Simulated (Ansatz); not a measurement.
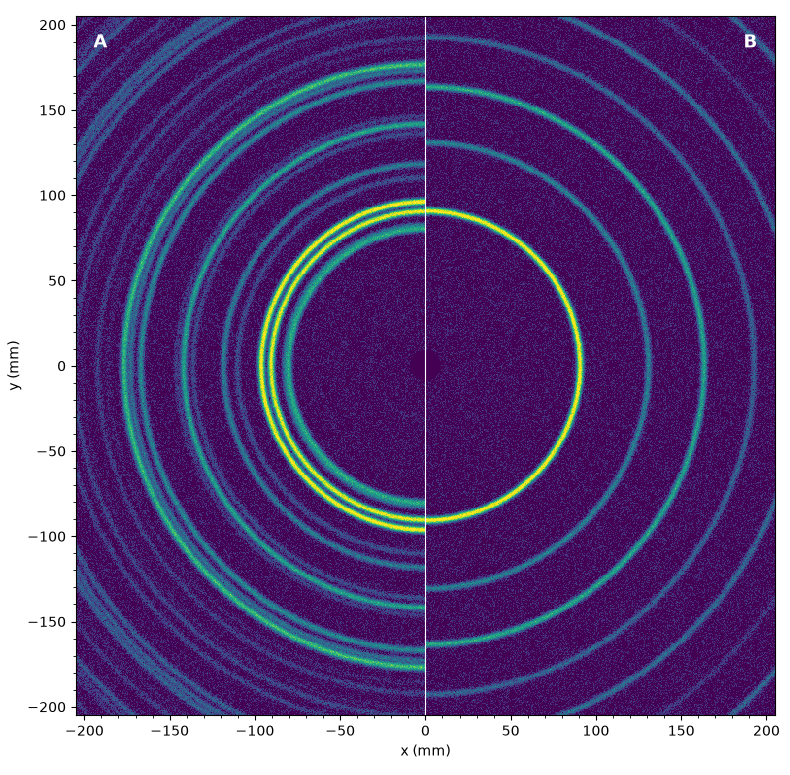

Simulated X-ray powder rings on a flat area detector normal to the beam: λ = 0.4959 Å, sample-to-detector distance 400 mm, axes in mm from the beam centre, beam polarised horizontally, for a fine-grained powder without texture. Kinematic intensities with B = 0.8 Å² for all atoms, without absorption; brightness goes as intensity to the power 0.5, clipped at the top, with counting noise. Reflections closer than the ring width show as one ring. The left and right halves show two different samples, each scaled to its strongest ring.

Structure 1:
Space group R-3m:H (No. 166). a = 2.926 Å, b = 2.926 Å, c = 18.946 Å, α = 90.00°, β = 90.00°, γ = 120.00°
| atom | site | symmetry | x | y | z |
| --- | --- | --- | --- | --- | --- |
| Mo | 3a | -3m | 0.0000 | 0.0000 | 0.0000 |
| Mo | 6c | 3m | 0.0000 | 0.0000 | 0.2245 |

Structure 2:
```
CELL_PARAMETERS angstrom
3.15092 0.00000 0.00000
0.00000 3.15092 0.00000
0.00000 0.00000 3.15092
ATOMIC_POSITIONS crystal
Mo 0.00000 0.00000 0.00000
Mo 0.50000 0.50000 0.50000
```

Origins: 1, coordinates from a relaxation with DFT PBEsol, scalar-relativistic, plane waves, PAW in Ansatz; the starting structure was generated, so it need not be a known form of this composition; 2, the end point of a relaxation with DFT r2SCAN, scalar-relativistic, plane waves, PAW (Ansatz); the starting structure was generated, so it need not be a known form of this composition.

Q: Which structure gives which half?

A: Half A is structure 1 (Mo): 101 + 012 at 80.8 mm (d = 2.51 + 2.45 Å), 104 at 90.5 mm (d = 2.23 Å), 015 + 009 at 96.2 mm (d = 2.11 + 2.11 Å), 107 at 110.2 mm (d = 1.850 Å).
Half B is structure 2 (Mo): 110 at 90.7 mm (d = 2.23 Å), 200 at 130.8 mm (d = 1.575 Å), 211 at 163.5 mm (d = 1.286 Å), 220 at 192.7 mm (d = 1.114 Å).
